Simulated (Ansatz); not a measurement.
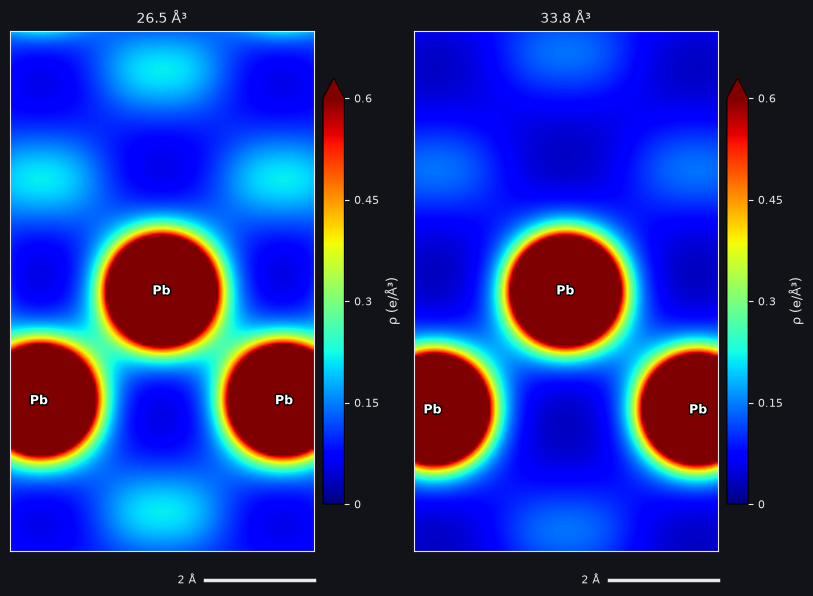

Pb. The valence charge density (pseudo) of cells scaled evenly to different volumes (given per atom above each panel), on the (110) plane of each (indices in the axes of the cell below), at one length scale and on one colour scale.

A generated structure, not necessarily the stable one.

All numbers below come from DFT, LDA (PW92), plane waves (420 eV) with PAW, scalar-relativistic (Ansatz).

The density is the valence pseudo-density of a PAW calculation; it isn't the true density close to the nuclei.

The largest cell:

```cif
data_structure
_symmetry_space_group_name_H-M 'P 1'
_symmetry_Int_Tables_number 1
_cell_length_a 4.7274
_cell_length_b 4.7274
_cell_length_c 4.8690
_cell_angle_alpha 97.750
_cell_angle_beta 97.750
_cell_angle_gamma 137.959
_cell_volume 67.52
loop_
_atom_site_label
_atom_site_type_symbol
_atom_site_fract_x
_atom_site_fract_y
_atom_site_fract_z
_atom_site_occupancy
Pb1 Pb 0.99849 0.00151 0.00000 1
Pb2 Pb 0.75151 0.24849 0.50000 1
```

| volume (Å³/atom) | Pb–Pb contact in the plane (Å) | ρ at its midpoint (e/Å³) | pressure (GPa) | 
| --- | --- | --- | --- |
| 26.53 | 3.015 | 0.265 | 8.6 | 
| 27.73 | 3.060 | ? | ? | 
| 33.76 | 3.268 | 0.178 | −4.1 | 

Estimate the missing row, and compare with the calculation.

Over the known rows ln ρ falls by 1.57 per Å of Pb–Pb distance (the line through the two), which gives 0.247 e/Å³ at 3.060 Å; the calculation gives 0.246 e/Å³. For the pressure, a straight line in volume between the neighbouring rows gives 6.5 GPa; the calculation gives 5.1, lower because pressure rises ever faster on compression.
